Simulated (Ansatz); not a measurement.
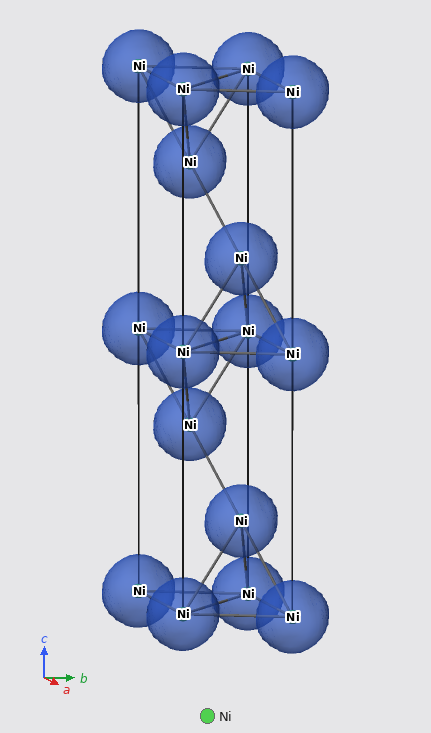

*Ni. Isosurface of the spin density (up minus down) at +0.04 e/Å³ (blue), seen slightly off an axis. Sticks mark near contacts.*

Space group Fm-3m; spin-polarised.

All numbers below come from Ansatz, DFT PBEsol, scalar-relativistic, plane waves, PAW.

The density is the valence pseudo-density of a PAW calculation; it isn't the true density close to the nuclei.

Which atoms carry the moments, and with what signs?

Answer. The spin density sits on Ni: +0.7 μB (×6) in one cell of 6 atoms: parallel main moments (a ferromagnetic arrangement) in this solution. The cell of the calculation (6 atoms) carries 3.7 μB of net spin moment.
